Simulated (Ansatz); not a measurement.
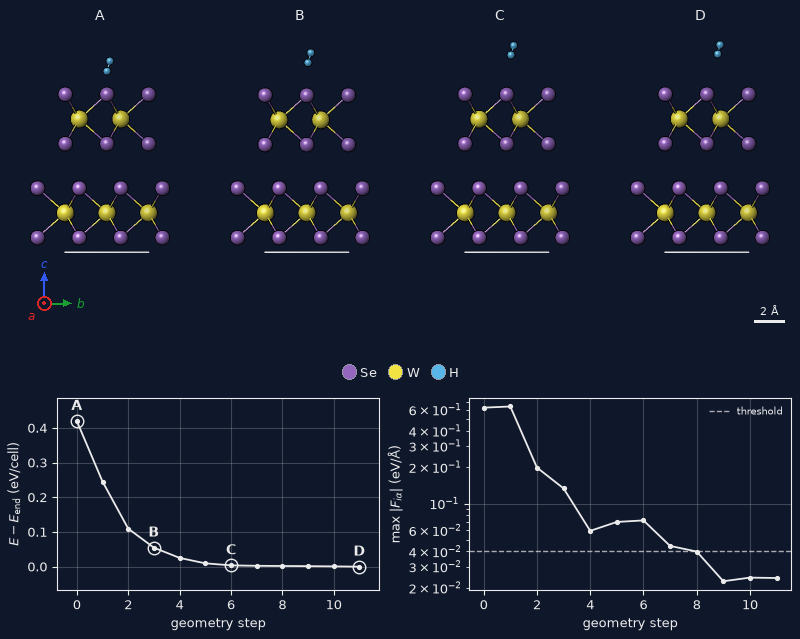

Frames of a constrained relaxation of a slab of composition HW4Se8 (cut from the P6_3/mmc phase), marked on the history of the run. A ball-and-stick model of the cell of the calculation, outlined in the plane, without the vacuum (origin shifted), seen along the a axis.

Case: 1 H2 a cell, tilted, over a bridge Se-Se site. The slab is the (0 0 1) face of WSe2 with H2 on it. 12 atoms are held fixed.

These are results of Ansatz, DFT PBE+D3(BJ), scalar-relativistic, plane waves, PAW, not measurements. (plane-wave cutoff 420 eV; k-point mesh 3 × 3 × 1; occupations gaussian; smearing width 0.05 eV; no spin polarisation; dipole correction; atoms relaxed in a fixed cell; force threshold 0.04 eV/Å; at most 100 steps)

Question: Describe the path.

Answer: The largest move is that of an H atom, 1.42 Å at 35° to the normal (+c side). By element the largest moves are H 1.42 Å, Se 0.01 Å, W 0.01 Å. The cell doesn't change. The energy falls by 0.420 eV per cell of the calculation in 11 geometry steps. Largest force component: 0.62 eV/Å at the start, 0.024 eV/Å at the end. From step 0 to 3: an H atom moves most (0.59 Å), energy −0.365 eV per cell of the calculation. From step 3 to 6: an H atom moves most (0.57 Å), energy −51.1 meV per cell of the calculation. From step 6 to 11: an H atom moves most (0.49 Å), energy −3.8 meV per cell of the calculation.

```
step  E − E(0), meV/atom  largest force component, eV/Å
   0                0.00                         0.6244
   1               -6.71                         0.6384
   2              -11.93                         0.1988
   3              -14.04                         0.1335
   4              -15.18                         0.0593
   5              -15.78                         0.0703
   6              -16.01                         0.0724
   7              -16.06                         0.0445
   8              -16.08                         0.0399
   9              -16.10                         0.0227
  10              -16.12                         0.0243
  11              -16.15                         0.0241
```

Limits of the set-up: the periodic images lie only 6.6 Å apart, so the values are limited by the cell's size.
